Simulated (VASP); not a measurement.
Band-structure calculation, with input and output: CH₄

CH₄ (I-42m, 5 atoms in the cell), computed with DFT, r2SCAN, plane waves, PAW (VASP 6.6.1).

The structure derives from a Materials Project entry. The geometry comes from this level: r2scan-rvv10 (a point of a series of strains). It belongs to a series of runs on one base structure; here: uniaxial_x strain +3.5%.

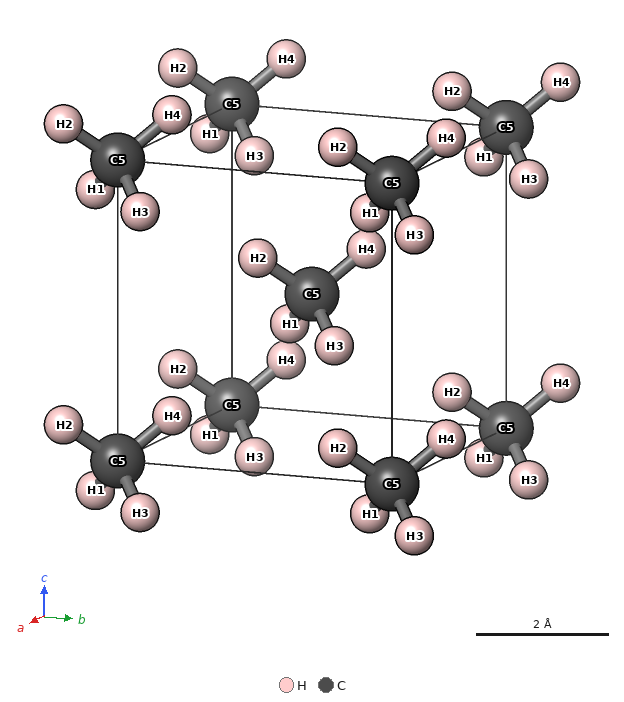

*The structure (ball-and-stick view of the cell 2 times as large as that of the calculation, set on its symmetry axes, seen slightly off an axis; atoms are numbered from 1 in the order of the input). An atom can appear more than once, as a periodic image.*

Near neighbours in the periodic cell (some may lie outside the picture): H has 1 C at 1.09 Å; C has 4 H at 1.09 Å.

## INCAR
```
ENCUT = 520.000000
SIGMA = 0.010000
EDIFF = 1.00e-07
ALGO = Normal
METAGGA = R2SCAN
PREC = Accurate
IBRION = -1
ISIF = 2
ISMEAR = 0
NBANDS = 12
NELM = 120
NSW = 0
LASPH = .TRUE.
LCHARG = .TRUE.
LELF = .TRUE.
LWAVE = .FALSE.
LREAL = .FALSE.
```

## KPOINTS
```
KPOINTS created by Atomic Simulation Environment
0
Gamma
8 8 8
0 0 0
```

## KPOINTS_OPT
```
special points
4
Reciprocal
0.0000000000 0.0000000000 0.0000000000 1
0.5000000000 -0.5000000000 0.5000000000 1
0.0000000000 0.0000000000 0.5000000000 1
0.2500000000 0.2500000000 0.2500000000 1
```

## POSCAR
```
H  C
 1.0000000000000000
    -2.3304054661000002    2.2526877391000002    2.2526877391000002
     2.3304054661000002   -2.2526877391000002    2.2526877391000002
     2.3304054661000002    2.2526877391000002   -2.2526877391000002
 H   C
   4   1
Cartesian
  1.7018063760994666  1.6239127951939147 -1.6239127951939147
 -1.7018063760994666  1.6239127951939147  1.6239127951939147
  1.7018063760994664 -1.6239127951939145  1.6239127951939145
  0.6285990900005339  0.6287749439060856  0.6287749439060857
 -0.0000000000000000 -0.0000000000000000  0.0000000000000000
```

Machine: 1 CPU thread, shared host.

Launch command:
```bash
mpirun -np 1 vasp_std
```

## OSZICAR
```
N       E                     dE             d eps       ncg     rms          rms(c)
DAV:   1    -0.102812869806E+01   -0.10281E+01   -0.34141E+03  1416   0.558E+02
DAV:   2    -0.278973664935E+02   -0.26869E+02   -0.26057E+02  1708   0.100E+02
DAV:   3    -0.293902616677E+02   -0.14929E+01   -0.14902E+01  1776   0.224E+01
DAV:   4    -0.294019088502E+02   -0.11647E-01   -0.11646E-01  1644   0.235E+00
DAV:   5    -0.294019947991E+02   -0.85949E-04   -0.85948E-04  1852   0.189E-01    0.824E+00
DAV:   6    -0.252935222002E+02    0.41085E+01   -0.58228E+00  1576   0.105E+01    0.447E+00
DAV:   7    -0.250881165034E+02    0.20541E+00   -0.89635E-01  1616   0.510E+00    0.229E+00
DAV:   8    -0.250313981069E+02    0.56718E-01   -0.47686E-02  1616   0.141E+00    0.144E-01
DAV:   9    -0.250346900681E+02   -0.32920E-02   -0.24107E-03  1528   0.340E-01    0.996E-02
DAV:  10    -0.250362751156E+02   -0.15850E-02   -0.12118E-03  1484   0.250E-01    0.257E-02
DAV:  11    -0.250362805145E+02   -0.53988E-05   -0.55525E-05  1784   0.434E-02    0.103E-02
DAV:  12    -0.250362837247E+02   -0.32103E-05   -0.60687E-06  1532   0.178E-02    0.227E-03
DAV:  13    -0.250362838403E+02   -0.11554E-06   -0.19081E-07  1764   0.336E-03    0.522E-04
DAV:  14    -0.250362839027E+02   -0.62445E-07   -0.33742E-09  1152   0.502E-04
   1 F= -.25036284E+02 E0= -.25036284E+02  d E =-.221560E-36
       N       E                     dE             ncg
DAV:   1     0.724231136914E+03   -0.11585E+04       96
DAV:   2     0.629529139846E+03   -0.94702E+02      120
DAV:   3     0.624900828388E+03   -0.46283E+01      112
DAV:   4     0.624869827026E+03   -0.31001E-01      120
DAV:   5     0.624869642110E+03   -0.18492E-03      104
DAV:   6     0.624869640575E+03   -0.15347E-05      136
DAV:   7     0.624869640566E+03   -0.93256E-08      108
```

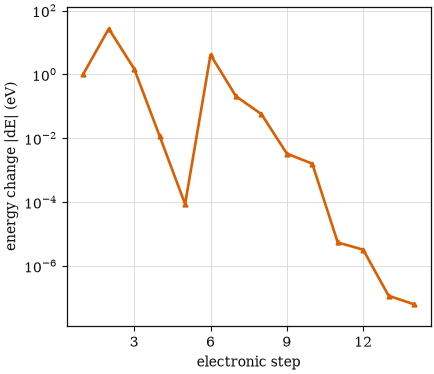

*Convergence of the self-consistent field: energy change |dE| against the electronic step.*

It takes 14 electronic steps. The density is held fixed in the first few steps, and dE rises again when its update begins.

## Parts of OUTCAR
```
k-points           NKPTS =     59   k-points in BZ     NKDIM =     59   number of bands    NBANDS=     12

   NELECT =       8.0000    total number of electrons

   dimension x,y,z NGX =    30 NGY =   30 NGZ =   30
   dimension x,y,z NGXF=    60 NGYF=   60 NGZF=   60

  energy-cutoff  :      520.00
  volume of cell :       47.30
      direct lattice vectors                 reciprocal lattice vectors
    -2.330405466  2.252687739  2.252687739     0.000000000  0.221957083  0.221957083
     2.330405466 -2.252687739  2.252687739     0.214554938  0.000000000  0.221957083
     2.330405466  2.252687739 -2.252687739     0.214554938  0.221957083  0.000000000

 k-points in reciprocal lattice and weights: KPOINTS created by Atomic Simulation Env
   0.00000000  0.00000000  0.00000000       0.002
   0.12500000  0.00000000  0.00000000       0.008
   0.25000000  0.00000000  0.00000000       0.008
   0.37500000  0.00000000  0.00000000       0.008
   0.50000000  0.00000000  0.00000000       0.004
  -0.00000000  0.12500000  0.00000000       0.016
   0.12500000  0.12500000  0.00000000       0.031
   0.25000000  0.12500000 -0.00000000       0.031
   0.37500000  0.12500000  0.00000000       0.031
  -0.00000000  0.25000000  0.00000000       0.016
   0.12500000  0.25000000  0.00000000       0.031
   0.25000000  0.25000000  0.00000000       0.031
   0.37500000  0.25000000  0.00000000       0.016
  -0.12500000  0.25000000  0.00000000       0.016
  -0.00000000  0.37500000  0.00000000       0.016
   0.12500000  0.37500000  0.00000000       0.031
   0.25000000  0.37500000  0.00000000       0.031
  -0.25000000  0.37500000  0.00000000       0.031
  -0.00000000  0.50000000  0.00000000       0.008
   0.12500000  0.50000000  0.00000000       0.031
   0.25000000  0.50000000  0.00000000       0.016
   0.12500000  0.12500000  0.12500000       0.016
   0.25000000  0.12500000  0.12500000       0.016
   0.37500000  0.12500000  0.12500000       0.008
  -0.12500000  0.12500000  0.12500000       0.004
   0.12500000  0.25000000  0.12500000       0.031
   0.25000000  0.25000000  0.12500000       0.031
  -0.25000000  0.25000000  0.12500000       0.016
   0.12500000  0.37500000  0.12500000       0.016
   0.25000000  0.37500000  0.12500000       0.016
  -0.37500000  0.37500000  0.12500000       0.016
  -0.25000000  0.37500000  0.12500000       0.016
   0.50000000  0.50000000  0.12500000       0.016
  -0.37500000  0.50000000  0.12500000       0.031
   0.37500000 -0.37500000  0.12500000       0.016
   0.50000000 -0.37500000  0.12500000       0.031
  -0.37500000 -0.37500000  0.12500000       0.016
   0.25000000 -0.25000000  0.12500000       0.016
   0.37500000 -0.25000000  0.12500000       0.031
   0.50000000 -0.25000000  0.12500000       0.031
   0.12500000 -0.12500000  0.12500000       0.008
   0.25000000 -0.12500000  0.12500000       0.016
   0.37500000 -0.12500000  0.12500000       0.016
   0.50000000 -0.12500000  0.12500000       0.008
   0.25000000  0.25000000  0.25000000       0.004
  -0.25000000  0.25000000  0.25000000       0.004
  -0.37500000  0.37500000  0.25000000       0.016
   0.50000000  0.50000000  0.25000000       0.016
  -0.37500000  0.50000000  0.25000000       0.016
   0.37500000 -0.37500000  0.25000000       0.016
   0.50000000 -0.37500000  0.25000000       0.031
   0.25000000 -0.25000000  0.25000000       0.008
   0.37500000 -0.25000000  0.25000000       0.016
   0.50000000 -0.25000000  0.25000000       0.008
  -0.37500000  0.37500000  0.37500000       0.004
   0.50000000  0.50000000  0.37500000       0.016
   0.37500000 -0.37500000  0.37500000       0.008
   0.50000000 -0.37500000  0.37500000       0.008
   0.50000000  0.50000000  0.50000000       0.002

 E-fermi :  -6.4713

 k-point     1 :       0.0000    0.0000    0.0000
  band No.  band energies     occupation
      1     -15.7960      2.00000
      2      -6.5761      2.00000
      3      -6.5761      2.00000
      4      -6.5567      2.00000
      5       1.9255      0.00000
      6       6.7402      0.00000
      7       6.7402      0.00000
      8       6.9783      0.00000
      9      11.5969      0.00000
     10      12.0673      0.00000
     11      12.3261      0.00000
     12      12.6207      0.00000

 k-point     2 :       0.1250    0.0000    0.0000
  band No.  band energies     occupation
      1     -15.7343      2.00000
      2      -6.7928      2.00000
      3      -6.6330      2.00000
      4      -6.5835      2.00000
      5       2.2652      0.00000
      6       6.4115      0.00000
      7       6.7948      0.00000
      8       7.1425      0.00000
      9      10.6401      0.00000
     10      11.0417      0.00000
     11      13.0764      0.00000
     12      13.7708      0.00000

 k-point     3 :       0.2500    0.0000    0.0000
  band No.  band energies     occupation
      1     -15.5783      2.00000
      2      -7.2862      2.00000
      3      -6.8107      2.00000
      4      -6.6019      2.00000
      5       3.0439      0.00000
      6       5.7975      0.00000
      7       6.2951      0.00000
      8       8.2584      0.00000
      9      10.3502      0.00000
     10      10.7048      0.00000
     11      14.8663      0.00000
     12      14.9372      0.00000

 k-point     4 :       0.3750    0.0000    0.0000
  band No.  band energies     occupation
      1     -15.4101      2.00000
      2      -7.7528      2.00000
      3      -6.9777      2.00000
      4      -6.6203      2.00000
      5       3.6397      0.00000
      6       5.3239      0.00000
      7       6.1225      0.00000
      8       9.8275      0.00000
      9      10.8086      0.00000
     10      10.8636      0.00000
     11      12.9184      0.00000
     12      14.5980      0.00000

 k-point     5 :       0.5000    0.0000    0.0000
  band No.  band energies     occupation
      1     -15.3365      2.00000
      2      -7.9414      2.00000
      3      -7.0441      2.00000
      4      -6.6281      2.00000
      5       3.7558      0.00000
      6       5.1534      0.00000
      7       6.2945      0.00000
      8      10.9875      0.00000
      9      10.9882      0.00000
     10      11.2884      0.00000
     11      11.8086      0.00000
     12      13.8958      0.00000

 [... the levels of 53 k-points are left out ...]

 k-point    59 :       0.5000    0.5000    0.5000
  band No.  band energies     occupation
      1     -15.0415      2.00000
      2      -7.6111      2.00000
      3      -7.5199      2.00000
      4      -7.5199      2.00000
      5       4.7487      0.00000
      6       4.9508      0.00000
      7       8.9307      0.00000
      8       9.2117      0.00000
      9       9.2117      0.00000
     10      12.1693      0.00000
     11      12.2253      0.00000
     12      12.4688      0.00000

  Total        0.0424268      0.0358319      0.0358319      0.0000000      0.0000000      0.0000000
  in kB        1.4370010      1.2136326      1.2136326      0.0000000      0.0000000      0.0000000
  external PRESSURE =       1.2880888 kB  Pullay stress =       0.0000000 kB

 POSITION                                       TOTAL-FORCE (eV/Angst)
 -----------------------------------------------------------------------------------
      1.70181      1.62391     -1.62391        -0.014304     -0.015714      0.015714
      2.95900      1.62391      1.62391         0.014304     -0.015714     -0.015714
      1.70181     -1.62391      1.62391        -0.014304      0.015714     -0.015714
      0.62860      0.62877      0.62877         0.014304      0.015714      0.015714
      0.00000      0.00000      0.00000        -0.000000      0.000000     -0.000000
 -----------------------------------------------------------------------------------
    total drift:                               -0.000000     -0.000000     -0.000001

  FREE ENERGIE OF THE ION-ELECTRON SYSTEM (eV)
  ---------------------------------------------------
  free  energy   TOTEN  =       -25.0362839027 eV

  energy  without entropy=      -25.0362839027  energy(sigma->0) =      -25.03628390
```

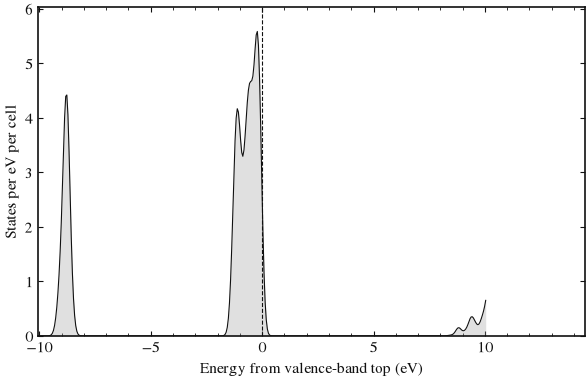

*Density of states (the curve is built from the levels of the k mesh with Gaussians 0.3 eV wide, which also blur the band edges), with energies from the valence-band top.*

There is a gap of 8.48 eV on the k-point mesh. Small ripples come from the finite k-point mesh.

## Summary

- outcome: converged
- space group (tolerance 0.01 Å): I-42m (121)
- electrons treated: 8
- free energy: −25.0363 eV
- Fermi energy: −6.471 eV
- band gap: 8.48 eV
- pressure: 0.13 GPa
- largest force (length of the vector): 0.026 eV/Å
- wall time: 89 s
- peak memory: 0.18 GiB
